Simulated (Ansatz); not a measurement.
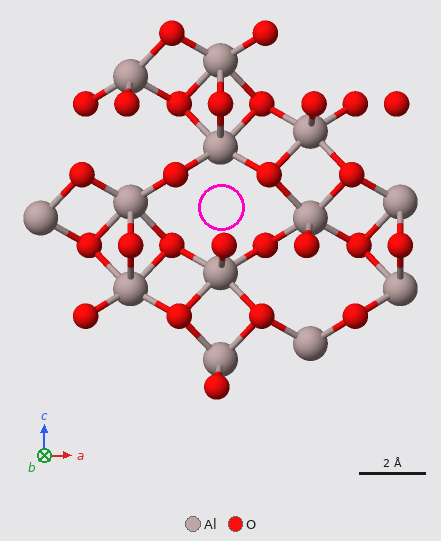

Perfect Al2O3. A ball-and-stick model of the atoms within 6.0 Å of one point, in a slice 3.4 Å thick across the line of sight, seen along the b axis.

Level of theory: DFT, PBEsol, PAW, plane waves (Ansatz 0.2.0). Set-up: plane-wave cutoff 420 eV; k-point mesh 1 × 1 × 1; mesh shifted by (0.25, 0.25, 0.25); no spin polarisation. Fermi-Dirac smearing of 0.01 eV. The axes drawn are those of the host's conventional cell.

An extra oxygen atom is put between the host's atoms (an interstitial) at the ringed place, in charge state 0. The supercell has 120 sites, and the atoms are relaxed at the host's cell.

### How do the neighbours respond?

The O atom starts with 6 O at 1.85 to 2.13 Å, 2 Al at 1.86 to 2.02 Å around its place and ends with 1 O at 1.43 Å. Of the host's atoms, an oxygen atom moves furthest from its site, by 0.55 Å. The O atom itself moves 1.10 Å from where it was put.

The relaxed defect, seen from the same direction:

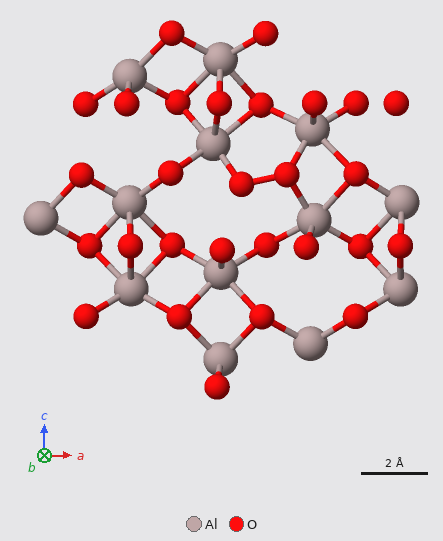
